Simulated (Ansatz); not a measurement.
# Si2Ni: what the fields show

The calculation's input:

```
crystal:
  lattice:
    - [0.0, 2.9585707283, 2.3076851681]
    - [2.9585707283, 0.0, 2.3076851681]
    - [2.9585707283, 2.9585707283, 0.0]
  atoms:
    - { symbol: Si, position: [0.25, 0.25, 0.25] }
    - { symbol: Si, position: [0.75, 0.75, 0.75] }
    - { symbol: Ni, position: [0.0, 0.0, 0.0] }
basis:
  ecutwfc: 420
kpoints:
  mp_grid: { grid: [16, 16, 16] }
hamiltonian:
  xc: pbe
scf:
  occupations: { method: gaussian, width: 0.15 }
output:
  forces: true
  stress: true
  eigenvalues: true
  write_density: true
  write_potential: true
  elf: true
  volumetric_format: npy
```

Launched as:

```sh
ansatz run input.yaml --threads 1 --pin off --max-ram 2560MiB --backend cpu --events-out ev --progress --plain --runs-dir out
```

Below, planes, directions and counts refer to the conventional cell (a = 4.18 Å, b = 4.18 Å, c = 4.62 Å, α = 90.00°, β = 90.00°, γ = 90.00°).

Space group I4/mmm; computed pressure about 3 GPa in this cell; computed without spin polarisation.

All numbers below come from Ansatz, DFT PBE, scalar-relativistic, plane waves, PAW.

The density is the valence pseudo-density of a PAW calculation; it isn't the true density close to the nuclei.

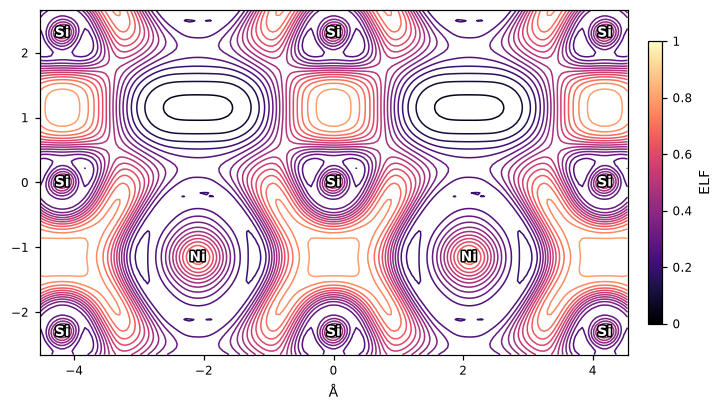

Figure 1. ELF on the (100) plane of the conventional cell.

Read the bonding off the picture.

The section cuts through Si and Ni sites.
Si–Si (2.31 Å): the ELF peaks at about 0.85 between the atoms.
Si–Ni (2.39 Å): the ELF peaks at about 0.75 in the valence shell of Si, 0.9 Å from its nucleus, and is about 0.50 at the midpoint.
The features right at Ni lie inside the PAW spheres, where the map follows smoothed inner orbitals and isn't to be read closely.

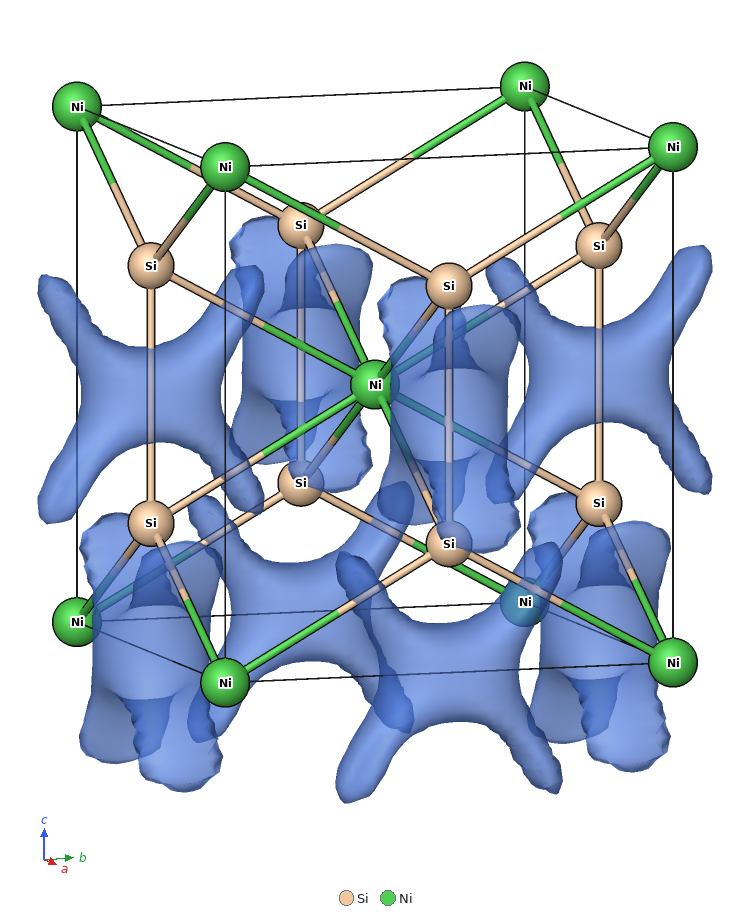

Figure 2. Isosurface of the electron localisation function at 0.7 (blue), seen slightly off an axis. Core shells and regions of very low density are left out. Sticks mark near contacts.

Where are the electrons localised?

At this value the surface marks out four regions between bonded Si–Si atoms, counted in one cell of 6 atoms. Any copies at cell faces, edges or corners count once.

Does the calculation make it a metal, or give it a gap?

It is metallic or semimetallic at this level of theory: no gap opens.
